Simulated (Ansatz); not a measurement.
## What a change does: single-point calculation on TiAl

System: TiAl (4 atoms in the cell).
Method of run A: DFT PBEsol, scalar-relativistic, plane waves, PAW, no spin polarisation (Ansatz 0.2.0).

The structure derives from an entry of the Crystallography Open Database. Text and figures count atoms from 1; the logs count them from 0 in places.

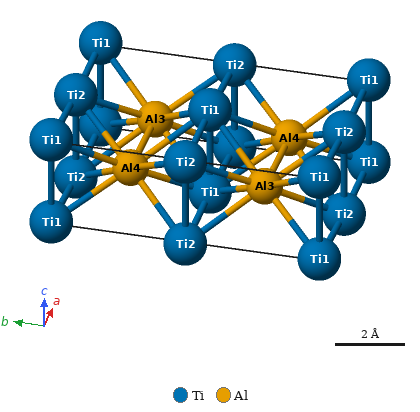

**Figure 1.** The input geometry (ball-and-stick view of the cell 2 times as large as that of the calculation, set on its symmetry axes, seen at an oblique angle; atoms are numbered from 1 in the order of the input). An atom can appear more than once, as a periodic image.

**The input, run A**
```yaml
crystal:
  lattice:
    - [-2.7951585984, 0.0, 0.0]
    - [0.0, 2.7951585984, 4.038740475]
    - [0.0, 2.7951585984, -4.038740475]
  atoms:
    - { symbol: Ti, position: [-0.0214656871, 0.0, 0.0] }
    - { symbol: Ti, position: [0.0214656871, 0.5, 0.5] }
    - { symbol: Al, position: [0.5, 0.5, 0.0] }
    - { symbol: Al, position: [0.5, 0.0, 0.5] }
basis:
  ecutwfc: 420
kpoints:
  mp_grid: { grid: [22, 14, 14] }
hamiltonian:
  xc: pbesol
scf:
  occupations: { method: gaussian, width: 0.15 }
output:
  forces: true
  stress: true
  eigenvalues: true
```

Command:
```bash
ansatz run input.yaml --threads 2 --pin off --max-ram 5120MiB --backend cpu --events-out ev --progress --plain --runs-dir out
```

Hardware: 2 threads of Intel Xeon @ 2.50GHz (Skylake/Cascade Lake), 192 GiB of memory available, shared host.

**Output, shortened to warnings, some set-up lines, iterations and results (run A)**
```
Basis set: ecut = 420 eV, 1237 PW (Γ), exchange–correlation on 40×72×72 points (8 copies of the dense FFT grid, shifted against one another)
Symmetry: 8 space group operations
k-points: 684 of 4312
Initial density: superposition of atomic densities (neutral atoms: chi_scale 0, normalization atom), corrected by the library's trained network
[...]
SCF iter   1: F=—  HF=-5998.537428 eV  |F-HF|=—  |Δ(HF+E_count)|=         —  Δρ=4.40e-3  dr2=9.34e-3  ethr=1.77e-3  ⟨swp⟩=5.3  Hψ=61154  notcnv=0
SCF iter   2: F=—  HF=-5998.535157 eV  |F-HF|=—  |Δ(HF+E_count)|=   2.27e-3  Δρ=2.20e-3  dr2=3.34e-3  ethr=3.11e-5  ⟨swp⟩=1.4  Hψ=19972  notcnv=0
SCF iter   3: F=—  HF=-5998.534362 eV  |F-HF|=—  |Δ(HF+E_count)|=   7.96e-4  Δρ=4.76e-4  dr2=1.32e-4  ethr=1.11e-5  ⟨swp⟩=2.2  Hψ=17092  notcnv=0
SCF iter   4: F=—  HF=-5998.534320 eV  |F-HF|=—  |Δ(HF+E_count)|=   4.13e-5  Δρ=9.13e-5  dr2=6.34e-6  ethr=4.41e-7  ⟨swp⟩=2.9  Hψ=23820  notcnv=0
SCF iter   5: F=—  HF=-5998.534361 eV  |F-HF|=—  |Δ(HF+E_count)|=   4.02e-5  Δρ=2.18e-5  dr2=2.48e-7  ethr=2.11e-8  ⟨swp⟩=2.0  Hψ=17152  notcnv=0
SCF iter   6: F=-5998.534360 eV  HF=-5998.534360 eV  |F-HF|=5.20e-9  |Δ(HF+E_count)|=   8.37e-8  Δρ=4.41e-6  dr2=1.01e-8  ethr=3.33e-10  ⟨swp⟩=4.8  Hψ=46985  notcnv=0
SCF 1 converged in 6 iterations: F = -5998.534360 eV  dr2 = 1.01e-8
SCF converged after 6 iterations
Free energy (F): -5998.534360 eV
Harris-Foulkes:  -5998.534360 eV  (|F-HF|=5.20e-9)
Internal energy: -5998.493121 eV  (E = F + TS)
E sigma→0 (E₀):  -5998.513741 eV
Entropy (-TS):   -0.041240 eV (-10.310 meV/atom)
Fermi energy:    11.247415 eV
--- Per-component energies (eV) ---
  E_band       = -318.437906
  E_kinetic    = 594.805570
  E_local      = -2129.551055  (includes V_loc(G=0)·N_el)
  E_nonlocal   = 41.157121
  E_hartree    = 914.379608
  E_xc         = -273.983248
  E_vxc        = -303.638186  (∫ρ·V_xc dr)
  E_paw        = -2955.861781  (= ΣΔE_a)
  E_vpaw       = -349.969958  (= ΣTr[D̂ρ^β])
  E_aug_tail   = 0.000228  (compensation charges beyond the density's cutoff)
  E_ewald      = -2189.756611
  E_core_change = 0.317047  (= ΣΔE_core)
  E_smearing   = -0.041240  (= −TS)
  E_closure    = 0.000000  (closes the sum)
  Σ components = -5998.534360   (vs F -5998.534360, Δ=0.00e0)
--- Forces (eV/Å), atoms counted from 1 ---
  atom   1  Ti    -0.28898839     0.00000000     0.00000000
  atom   2  Ti     0.28898839     0.00000000     0.00000000
  atom   3  Al     0.00000000     0.00000000     0.00000000
  atom   4  Al     0.00000000     0.00000000    -0.00000000
  max |Σ_I F_I| component: 5.55e-17 eV/Å
--- Stress (GPa, compression-positive) ---
       -0.022965       0.000000       0.000000
        0.000000       0.094359       0.000000
        0.000000       0.000000       0.175075
  P = ⅓ Tr σ = 0.0822 GPa (0.822 kbar)
```

The input of run B differs as follows (lines with − go, lines with + come):
```diff
-    - { symbol: Ti, position: [-0.0214656871, 0.0, 0.0] }
-    - { symbol: Ti, position: [0.0214656871, 0.5, 0.5] }
+    - { symbol: Ti, position: [-0.0429313743, 0.0, 0.0] }
+    - { symbol: Ti, position: [0.0429313743, 0.5, 0.5] }
```

What does this change do to the results?

With the same functional and potentials, run B lies 13.0 meV per atom higher. The pressure goes from 0.08 to 0.29 GPa. The largest force goes from 0.289 to 0.574 eV/Å. The number of SCF iterations is the same.

**Output, shortened to warnings, some set-up lines, iterations and results (run B)**
```
Basis set: ecut = 420 eV, 1237 PW (Γ), exchange–correlation on 40×72×72 points (8 copies of the dense FFT grid, shifted against one another)
Symmetry: 8 space group operations
k-points: 684 of 4312
Initial density: superposition of atomic densities (neutral atoms: chi_scale 0, normalization atom), corrected by the library's trained network
[...]
SCF iter   1: F=—  HF=-5998.485437 eV  |F-HF|=—  |Δ(HF+E_count)|=         —  Δρ=4.27e-3  dr2=8.61e-3  ethr=1.77e-3  ⟨swp⟩=5.3  Hψ=61416  notcnv=0
SCF iter   2: F=—  HF=-5998.483265 eV  |F-HF|=—  |Δ(HF+E_count)|=   2.17e-3  Δρ=2.11e-3  dr2=3.00e-3  ethr=2.87e-5  ⟨swp⟩=1.4  Hψ=20897  notcnv=0
SCF iter   3: F=—  HF=-5998.482562 eV  |F-HF|=—  |Δ(HF+E_count)|=   7.04e-4  Δρ=4.63e-4  dr2=1.22e-4  ethr=1.00e-5  ⟨swp⟩=2.3  Hψ=17183  notcnv=0
SCF iter   4: F=—  HF=-5998.482525 eV  |F-HF|=—  |Δ(HF+E_count)|=   3.72e-5  Δρ=8.75e-5  dr2=6.35e-6  ethr=4.06e-7  ⟨swp⟩=3.0  Hψ=23922  notcnv=0
SCF iter   5: F=—  HF=-5998.482517 eV  |F-HF|=—  |Δ(HF+E_count)|=   7.06e-6  Δρ=2.24e-5  dr2=2.63e-7  ethr=2.12e-8  ⟨swp⟩=2.0  Hψ=17342  notcnv=0
SCF iter   6: F=-5998.482517 eV  HF=-5998.482517 eV  |F-HF|=6.35e-9  |Δ(HF+E_count)|=   9.22e-8  Δρ=4.60e-6  dr2=1.12e-8  ethr=3.33e-10  ⟨swp⟩=4.8  Hψ=47109  notcnv=0
SCF 1 converged in 6 iterations: F = -5998.482517 eV  dr2 = 1.12e-8
SCF converged after 6 iterations
Free energy (F): -5998.482517 eV
Harris-Foulkes:  -5998.482517 eV  (|F-HF|=6.35e-9)
Internal energy: -5998.441226 eV  (E = F + TS)
E sigma→0 (E₀):  -5998.461872 eV
Entropy (-TS):   -0.041292 eV (-10.323 meV/atom)
Fermi energy:    11.242120 eV
--- Per-component energies (eV) ---
  E_band       = -318.502226
  E_kinetic    = 594.818399
  E_local      = -2128.872663  (includes V_loc(G=0)·N_el)
  E_nonlocal   = 41.197468
  E_hartree    = 913.982653
  E_xc         = -273.982950
  E_vxc        = -303.635268  (∫ρ·V_xc dr)
  E_paw        = -2955.870844  (= ΣΔE_a)
  E_vpaw       = -349.974721  (= ΣTr[D̂ρ^β])
  E_aug_tail   = 0.000226  (compensation charges beyond the density's cutoff)
  E_ewald      = -2190.030562
  E_core_change = 0.317047  (= ΣΔE_core)
  E_smearing   = -0.041292  (= −TS)
  E_closure    = 0.000000  (closes the sum)
  Σ components = -5998.482517   (vs F -5998.482517, Δ=0.00e0)
--- Forces (eV/Å), atoms counted from 1 ---
  atom   1  Ti    -0.57389174     0.00000000     0.00000000
  atom   2  Ti     0.57389174     0.00000000     0.00000000
  atom   3  Al     0.00000000     0.00000000     0.00000000
  atom   4  Al     0.00000000     0.00000000    -0.00000000
  max |Σ_I F_I| component: 0.00e0 eV/Å
--- Stress (GPa, compression-positive) ---
       -0.208719       0.000000       0.000000
        0.000000       0.342332       0.000000
        0.000000       0.000000       0.734820
  P = ⅓ Tr σ = 0.2895 GPa (2.895 kbar)
```

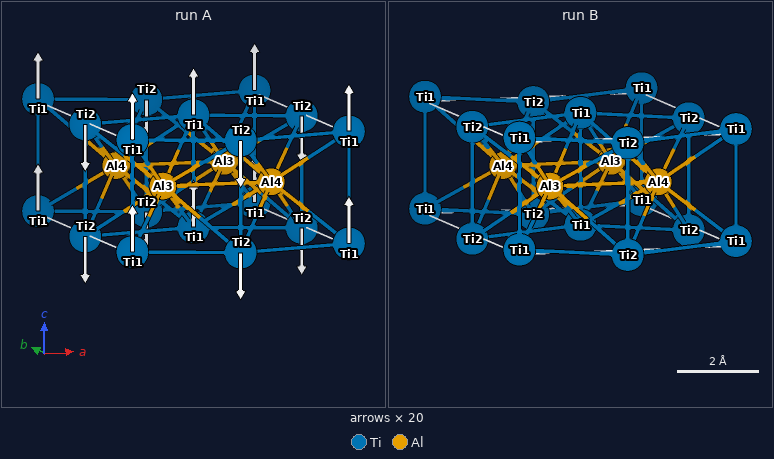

**Figure 2.** The two input geometries at one scale (ball-and-stick view of the cell 2 times as large as that of the calculation, set on its symmetry axes, seen slightly off an axis). The white arrows on the first give the shifts of the atoms relative to the cell, magnified 20 times. The largest moves, 0.060 Å, are those of Ti1 and Ti2. Al stays in place. The lattice vectors keep their values. Among the contacts that change: Ti1–Al3 2.856 → 2.887 Å, Ti1–Ti2 2.798 → 2.805 Å.

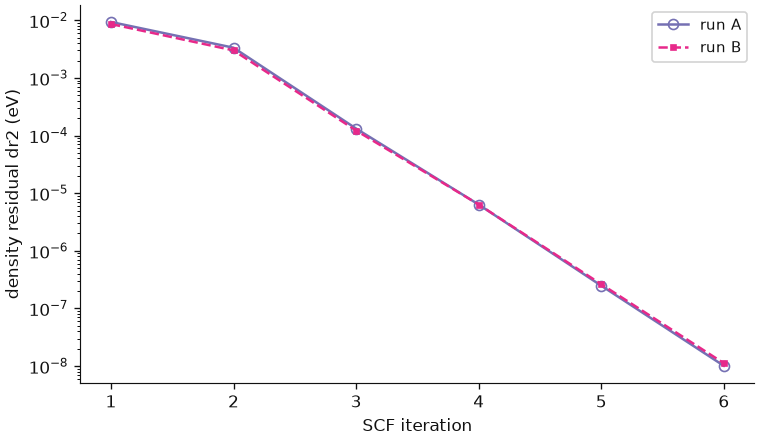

**Figure 3.** Convergence of the two runs: density residual dr2 against the SCF iteration. Run A takes 6 iterations in all, and run B takes 6.

**The two runs side by side**

```csv
quantity,run A,run B
outcome,converged,converged
free energy per atom (eV),−1499.6336,−1499.6206
"energy per atom, smearing taken to zero (eV)",−1499.6284,−1499.6155
gap on the mesh (eV),0.00,0.00
pressure (GPa),0.08,0.29
largest force (eV/Å),0.289,0.574
SCF iterations,6,6
irreducible k-points,684,684
plane waves at Γ,1237,1237
wall time (shared host),29 s,27 s
```
